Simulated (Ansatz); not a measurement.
NiSi: molecular dynamics (part 4 of 4)

NiSi (P1, 16 atoms in the cell); DFT PBE, scalar-relativistic, plane waves, PAW, PAW set soft_1, no spin polarisation (Ansatz 0.2.0); cutoff 420 eV, 2×2×2 k-mesh, Fermi–Dirac smearing of 0.3 eV. The structure derives from an entry of the Crystallography Open Database. It belongs to a series of runs on one base structure; here: dynamics from the last frame of the run before.

Geometry of the input (Å; fractional positions):
```
0.0000  4.6419  4.6419
4.6419  0.0000  4.6419
4.6419  4.6419  0.0000
Si 0.2905  0.4294  0.3942
Si 0.8288  0.6230  0.2995
Si 0.2610  1.0942  0.3022
Si 0.4378  0.1574  0.8445
Ni 0.0809  -0.1143  0.1209
Ni 0.6475  0.1113  0.2796
Ni 0.2146  0.4894  0.0292
Ni 0.0145  0.2579  0.6413
Si 0.8797  0.8824  0.9337
Si 0.4251  0.7927  0.8265
Si 0.8799  0.4663  0.8991
Si 0.8084  0.8048  0.5344
Ni 0.6232  0.4786  0.7127
Ni 0.1483  0.7459  0.5810
Ni 0.8268  0.1825  0.4765
Ni 0.5345  0.7291  0.1423
```

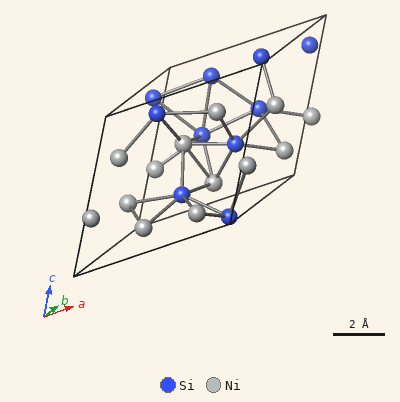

Fig. 1: The geometry at step 244 of the log (ball-and-stick view of the cell of the calculation, seen slightly off an axis).

### Trajectory as extended XYZ, continued
```
16
Lattice="0.0000 4.6419 4.6419 4.6419 0.0000 4.6419 4.6419 4.6419 0.0000" Properties=species:S:1:pos:R:3:forces:R:3 step=189 time_fs=567.0 energy=-51805.00715 temperature=1633.8
Si    3.5144    3.3429    4.2467   -1.6086   0.1933  -1.3809
Si    4.1340    5.2672    5.6807    1.3362   0.8075   1.5123
Si    6.7490    3.4330    6.3872    0.4838   0.1185  -2.3879
Si    4.3332    5.1500    2.5062    0.3202   0.2308  -0.4350
Ni   -0.3328    1.6011   -1.4968    0.0357  -2.1016   1.2375
Ni    1.2310    4.2855    3.3621   -1.1607   0.7280   2.2187
Ni    1.8995    1.4027    2.5607   -0.0799  -0.4732   1.4569
Ni    4.3358    3.2157    1.5870    1.0146   0.0547  -1.5364
Si    7.6941    8.4305    8.4982    3.0605   0.4972  -0.0647
Si    7.5275    5.9155    5.1139   -1.0392  -1.2006  -0.0551
Si    6.6252    9.2071    5.5855   -2.4382  -2.9604   0.4978
Si    6.4754    6.6591    7.3250   -0.0618  -0.2731  -3.7150
Ni    4.5537    6.6826    4.0524    0.2382   0.7314   0.0593
Ni    5.5918    4.0175    4.1438   -0.8663   1.3207   0.3297
Ni    1.8247    6.4498    4.6982    0.1620   1.2905   1.8508
Ni    4.3518    2.5754    6.2618    0.6036   1.0362   0.4120
16
Lattice="0.0000 4.6419 4.6419 4.6419 0.0000 4.6419 4.6419 4.6419 0.0000" Properties=species:S:1:pos:R:3:forces:R:3 step=200 time_fs=600.0 energy=-51806.41417 temperature=2085.9
Si    3.2603    3.3109    4.0548   -0.1967   1.3643  -2.0247
Si    4.2116    5.2825    5.9065   -0.5386   0.0995   0.3548
Si    6.5830    3.7187    6.0016    0.9340  -0.0026   1.2600
Si    4.2916    5.2806    2.4112    1.1650  -0.4345  -0.0857
Ni   -0.4364    1.4699   -1.1528    1.7585  -0.2491  -0.4849
Ni    1.0804    4.3753    3.3397    0.5860  -1.8419   0.4643
Ni    2.0584    1.5185    2.5638   -0.9234  -0.1713   0.6012
Ni    4.4112    3.1223    1.4870    0.2846   0.5781   1.8842
Si    8.1224    8.5106    8.7571   -0.1293   0.1510  -0.8728
Si    7.4336    5.9942    5.0793   -1.4691  -1.0986   0.7456
Si    6.5449    8.9731    5.5209   -1.7024  -0.5808   2.0636
Si    6.4468    6.2498    7.1431   -0.4067   1.6262   0.8533
Ni    4.6286    6.6287    4.1542    0.7636  -0.8189  -1.1753
Ni    5.3892    3.9161    4.1238    0.2418   0.9013  -1.1456
Ni    1.7820    6.4090    4.9224    0.3175   0.5365  -2.3042
Ni    4.5010    2.8524    6.3160   -0.6847  -0.0591  -0.1339
16
Lattice="0.0000 4.6419 4.6419 4.6419 0.0000 4.6419 4.6419 4.6419 0.0000" Properties=species:S:1:pos:R:3:forces:R:3 step=211 time_fs=633.0 energy=-51805.64313 temperature=2391.5
Si    3.0180    3.1906    3.7288    2.4736  -0.5956   0.7519
Si    4.2255    5.5018    6.1290   -0.8898  -2.1383  -1.9636
Si    6.6193    3.7420    5.8785    0.7141  -0.3875   0.5007
Si    4.3365    5.3355    2.4711    1.0632  -0.5131  -1.3382
Ni   -0.3377    1.2858   -1.1104    1.2071   1.3905   1.1672
Ni    1.2937    4.1781    3.5597   -2.8527  -0.1628  -0.2254
Ni    2.0757    1.5032    2.6505   -0.9801  -0.5326  -0.3716
Ni    4.3924    3.1042    1.5104   -0.3514   0.8317   1.6870
Si    8.2611    8.4992    8.7084    0.0605  -1.4020  -0.9600
Si    7.4877    5.7899    5.1670   -0.8763   1.4657  -0.1946
Si    6.2746    8.9892    5.8141    0.7333  -0.9493   0.4783
Si    6.6820    6.0054    7.3140   -0.7638   1.8369   0.2071
Ni    4.6561    6.4833    4.1970    0.5376   0.7497  -0.1601
Ni    5.0253    3.8974    3.9854    1.5450   0.0412   0.4754
Ni    1.7724    6.3378    4.8529    0.5604   0.9123  -0.5804
Ni    4.7141    2.9703    6.2607   -2.1807  -0.5469   0.5262
16
Lattice="0.0000 4.6419 4.6419 4.6419 0.0000 4.6419 4.6419 4.6419 0.0000" Properties=species:S:1:pos:R:3:forces:R:3 step=222 time_fs=666.0 energy=-51803.28202 temperature=1680.1
Si    3.1873    3.1556    3.5841   -2.6632  -0.2522   1.1578
Si    3.7905    5.5237    5.9288    1.3778  -0.4892   0.0892
Si    6.7318    3.6447    5.9431   -0.0823   0.6271   0.3347
Si    4.6140    5.4010    2.4527   -0.7580   0.6089  -4.8013
Ni   -0.2015    1.3782   -1.0883   -0.6686  -0.3430  -0.6809
Ni    1.1512    4.1064    3.5950    2.0700  -0.3308   1.2538
Ni    1.9751    1.3902    2.7087    1.7265   1.5010   0.3348
Ni    4.3899    3.1991    1.7015    0.8224  -0.8655  -1.3141
Si    8.4041    8.2204    8.7513   -2.8957   2.4896  -0.5409
Si    7.7604    5.6938    5.3595   -0.0241   1.0450  -2.8524
Si    6.4407    8.9431    6.1005    0.3648  -2.3108  -1.9257
Si    7.0161    5.7374    7.4047   -2.3979   1.3352   1.5496
Ni    4.7670    6.4855    4.1029    0.7693   0.0179   3.6333
Ni    4.9650    4.0702    3.8460    3.8537  -1.9671   4.5404
Ni    1.7733    6.5527    4.6960    0.6196  -0.5714   0.3969
Ni    4.7333    3.1160    6.4544   -2.1142  -0.4947  -1.1752
16
Lattice="0.0000 4.6419 4.6419 4.6419 0.0000 4.6419 4.6419 4.6419 0.0000" Properties=species:S:1:pos:R:3:forces:R:3 step=233 time_fs=699.0 energy=-51805.81057 temperature=2578.4
Si    3.0269    3.2154    3.9698    2.5454  -0.6154   0.1891
Si    4.0042    5.3883    5.8196   -0.2375   0.2454   0.6043
Si    6.7094    3.6994    6.0984   -0.4819  -0.7334  -0.3046
Si    4.8527    5.4223    2.1175   -2.4386  -0.6311   1.5764
Ni   -0.3601    1.3762   -1.2430    0.9220  -0.1319  -0.3933
Ni    1.1872    4.1233    3.6688   -2.0959  -0.9665   0.7570
Ni    1.9827    1.5652    2.6626    2.4525   0.7772   0.1414
Ni    4.5049    3.1858    1.7072   -0.9923  -0.6766   0.1244
Si    8.1322    8.4440    8.7097   -0.8387   0.0840  -1.0794
Si    7.8503    5.7212    5.3000   -1.6597   1.4708  -0.3289
Si    6.4455    8.7536    5.9542    2.4626  -0.8483  -0.5112
Si    6.8737    5.6686    7.4465    0.4845   2.8717  -0.2231
Ni    4.5118    6.6050    4.0152   -0.1071  -1.0749   0.3879
Ni    5.1297    4.1783    4.2091    0.3902  -0.5291  -0.3340
Ni    1.7010    6.5170    4.7608    0.4063  -0.0191   0.4677
Ni    4.5686    3.0356    6.4771   -0.8118   0.7773  -1.0736
16
Lattice="0.0000 4.6419 4.6419 4.6419 0.0000 4.6419 4.6419 4.6419 0.0000" Properties=species:S:1:pos:R:3:forces:R:3 step=244 time_fs=732.0 energy=-51804.77599 temperature=2970.6
Si    3.2363    3.0952    4.3187    1.3387   0.8266  -1.8115
Si    4.4782    5.3453    5.8703   -1.0989   0.8704  -0.4931
Si    6.6721    3.7766    5.9688    1.6948  -0.8661   1.5163
Si    5.0369    5.2423    2.2550   -0.7408   0.5019   1.2248
Ni   -0.4150    1.2643   -1.4462    1.1307  -0.1996   2.7236
Ni    0.9708    4.0009    3.7333    1.5368   0.4640  -1.3972
Ni    2.0475    1.8404    2.8771   -0.2703   0.6993  -0.7930
Ni    4.4793    3.0476    1.6537   -1.7233  -0.0046   0.8151
Si    8.0488    8.5036    8.5903   -1.5626   0.4459  -0.5454
Si    7.9159    5.7804    5.4959    0.3250  -0.3508  -0.4632
Si    6.3275    8.4560    5.6833    1.2553   0.5629   1.8396
Si    6.6337    5.8278    7.4006   -0.5884   0.9245   1.1305
Ni    4.3916    6.6153    4.0921   -0.0975  -1.5375  -1.2425
Ni    5.2265    4.1005    4.3705    0.7036   0.2666  -4.1130
Ni    1.7302    6.3919    4.8912    0.2617  -0.6047   0.2706
Ni    4.6702    3.1176    6.3264   -2.1648  -1.9989   1.3385
16
Lattice="0.0000 4.6419 4.6419 4.6419 0.0000 4.6419 4.6419 4.6419 0.0000" Properties=species:S:1:pos:R:3:forces:R:3 step=256 time_fs=768.0 energy=-51802.66862 temperature=1990.0
Si    3.5300    3.1181    4.4327    0.7188  -0.0249  -1.0887
Si    4.7294    5.1548    6.0733   -1.2635   2.1836  -2.0503
Si    6.7761    3.7024    6.1671    0.5282   0.9231  -1.8036
Si    4.8741    5.2369    2.4412    2.3871  -1.4704  -4.0230
Ni   -0.5385    1.3241   -1.2504   -0.1217  -0.8575   0.7358
Ni    0.9931    4.2168    3.6358    0.2899  -1.2950   1.7188
Ni    1.9757    2.1835    2.7819    1.4398  -3.4877   2.3196
Ni    4.3369    2.9217    1.6119    0.7514   0.2695  -0.1646
Si    8.0254    8.5064    8.7701   -0.4154  -1.9183  -1.7937
Si    7.9270    5.5975    5.5889   -0.2036   2.3886  -0.6749
Si    6.5112    8.5032    5.5887   -2.0205   0.9376   2.4084
Si    6.5412    5.9367    7.5356    1.8561   2.2058  -2.4294
Ni    4.3464    6.3413    3.9428   -1.6989   2.7327   4.1604
Ni    5.4242    4.1409    4.0991    1.6024  -1.5640   1.7534
Ni    1.4680    6.2632    4.8196    0.1175   1.0381   3.6898
Ni    4.7587    3.1087    6.6335   -3.9677  -2.0613  -2.7580
16
Lattice="0.0000 4.6419 4.6419 4.6419 0.0000 4.6419 4.6419 4.6419 0.0000" Properties=species:S:1:pos:R:3:forces:R:3 step=267 time_fs=801.0 energy=-51804.87573 temperature=2395.5
Si    3.4692    3.2290    4.2091   -0.6752   2.1174   0.7595
Si    4.6212    5.1453    5.9774   -0.7359   1.7771   0.4957
Si    6.8012    3.9476    6.2575   -1.3146  -1.6101   1.1251
Si    4.9422    5.0070    2.2677   -0.1793   3.2348   1.2856
Ni   -0.5947    1.3407   -1.0895    1.5454  -3.1610  -0.4016
Ni    1.1290    4.3423    3.8077    0.6351  -1.5124  -0.5494
Ni    2.0479    2.1302    2.8614   -1.6196  -0.4267  -0.4150
Ni    4.3603    2.8376    1.8404   -1.4082  -0.3701  -0.6081
Si    7.8297    8.0111    8.8295    0.0641   2.6799  -0.2379
Si    7.9037    5.7649    5.5211    0.2184   1.1340  -0.5782
Si    6.2709    8.2246    5.9673    3.3722  -1.0821  -1.6955
Si    6.8693    6.1946    7.6976   -0.6562  -0.4178  -0.3149
Ni    4.4838    6.4233    4.1661    1.3094  -1.3440  -0.5654
Ni    5.5676    4.1316    4.1735    0.2799  -0.7275   0.5538
Ni    1.3753    6.2800    5.0891   -0.1394   0.9672   1.4866
Ni    4.4384    3.1604    6.6836   -0.6962  -1.2588  -0.3404
16
Lattice="0.0000 4.6419 4.6419 4.6419 0.0000 4.6419 4.6419 4.6419 0.0000" Properties=species:S:1:pos:R:3:forces:R:3 step=278 time_fs=834.0 energy=-51804.99924 temperature=2216.8
Si    3.5276    3.2968    3.8336    0.5729   0.5401   1.6888
Si    4.4951    5.1826    5.8773   -0.7165  -0.6980   1.6507
Si    6.6978    4.0135    6.6078    1.3524  -0.3407  -5.1048
Si    4.8529    5.4137    2.4431    0.4351  -1.9967  -2.3604
Ni   -0.3102    1.0205   -1.2733    1.1329  -0.4610   0.0285
Ni    1.3540    4.0035    3.7733   -2.2143   1.0998   3.9669
Ni    2.1745    1.9265    2.9950   -1.3344  -1.8273  -0.7108
Ni    4.2789    2.9352    1.7648    0.1803   0.3531  -0.5170
Si    7.7343    8.2316    9.0346    2.1875  -0.6255  -0.5896
Si    7.8133    5.8424    5.1541   -0.6760   0.6817   1.7439
Si    6.4455    8.2024    5.8888    0.7081  -0.1275   1.1755
Si    6.9013    6.2005    7.9264   -0.0807  -0.0997  -0.7888
Ni    4.5691    6.3138    4.2502   -0.5971   3.7548  -0.9301
Ni    5.5644    3.9394    4.1225   -0.0496   0.5255   0.2259
Ni    1.3109    6.3402    5.2774   -0.0457  -0.5181   0.1365
Ni    4.3902    3.1020    6.5234   -0.8548  -0.2605   0.3849
16
Lattice="0.0000 4.6419 4.6419 4.6419 0.0000 4.6419 4.6419 4.6419 0.0000" Properties=species:S:1:pos:R:3:forces:R:3 step=289 time_fs=867.0 energy=-51804.90911 temperature=1566.9
Si    3.3995    3.1934    3.9797    2.0747   1.2733  -0.3783
Si    4.2378    4.9769    5.6720   -0.0110   1.7723   1.1439
Si    6.6993    3.8152    6.1969   -1.2487  -0.2473   1.6190
Si    4.6899    5.3158    2.4054   -0.1586  -1.1962  -0.5501
Ni   -0.2828    0.9283   -1.2664   -0.0756  -0.1731  -0.1849
Ni    1.3609    4.0364    3.9062   -0.5050   0.1372  -1.1939
Ni    2.2209    1.7886    3.0359   -2.0349  -1.1067  -2.1789
Ni    4.1674    2.7516    1.5666    1.2472  -0.1913   5.0604
Si    8.0750    7.9709    9.0893   -2.6696   4.6542  -3.9855
Si    7.3422    5.8813    5.1247   -0.0609  -0.9992   0.8081
Si    6.4543    8.3774    5.9889    0.0259   0.0536   1.6498
Si    6.7175    6.1448    7.9821    0.3185   0.0871  -1.2157
Ni    4.7236    6.5327    4.1977    2.8012  -3.1036  -1.5203
Ni    5.6021    3.7917    3.9866    0.2972   0.1923  -0.3791
Ni    1.1241    6.2839    5.3378    1.2688  -1.2160  -0.1537
Ni    4.1573    2.9089    6.1949   -1.2694   0.0634   1.4592
16
Lattice="0.0000 4.6419 4.6419 4.6419 0.0000 4.6419 4.6419 4.6419 0.0000" Properties=species:S:1:pos:R:3:forces:R:3 step=300 time_fs=900.0 energy=-51805.88821 temperature=2209.9
Si    3.5110    3.3873    4.1248   -0.5083  -0.6295  -1.2597
Si    4.2925    5.1720    5.9000   -0.6847  -0.2442   0.1204
Si    6.3908    3.9745    6.0840    0.5077  -1.9827   0.7987
Si    4.2708    5.1795    2.2750    0.1869  -2.3649  -1.5977
Ni   -0.2799    0.9076   -1.1531    0.2868   0.3477   0.2461
Ni    1.3086    3.7877    3.7680   -0.1371   0.7364   0.5755
Ni    2.2434    1.7086    2.9525   -0.1781  -0.0912  -1.7262
Ni    4.2213    2.6700    1.6192    0.1233   1.8652   0.3033
Si    8.0071    8.1406    8.8406    0.8850   0.4654   0.0025
Si    7.1452    5.9748    5.1104   -0.3037   0.0805  -0.1681
Si    6.6408    8.5441    6.1233   -1.4149   0.8416   0.1357
Si    6.8174    6.1435    7.8896   -0.9549  -0.2435   0.4156
Ni    4.7715    6.2304    3.9560   -0.7409   1.3090   2.2135
Ni    5.6032    3.7357    3.6602    1.1183  -0.3585  -0.2266
Ni    0.8696    6.2223    5.4339    2.9298  -1.2364  -1.4503
Ni    4.0036    2.8263    6.2764   -1.1154   1.5051   1.6173
```
